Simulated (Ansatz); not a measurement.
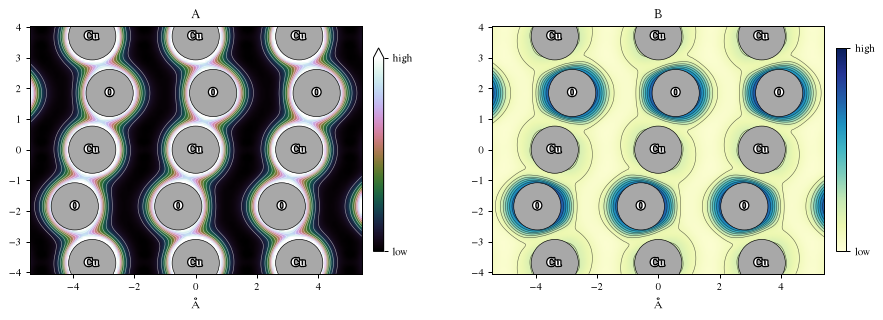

CuO: 2 fields on the (101) plane of the conventional cell, with unlabelled colour scales. Grey discs cover the atomic cores.

Space group C2/c; computed pressure about 11 GPa in this cell.

Theory: Kohn-Sham DFT of a periodic cell, BLYP with D3(BJ), Ansatz PAW (Ansatz 0.2.0).

Which field does each panel show? The fields are: electron localisation function and valence pseudo-density.

Panel A: valence pseudo-density. Panel B: electron localisation function. From the grid: Cu–O (1.93 Å): the density is about 0.66 e/Å³ at the midpoint; the ELF peaks at about 0.85 in the valence shell of O, 0.6 Å from its nucleus, and is about 0.20 at the midpoint; no localised pair shows between them.
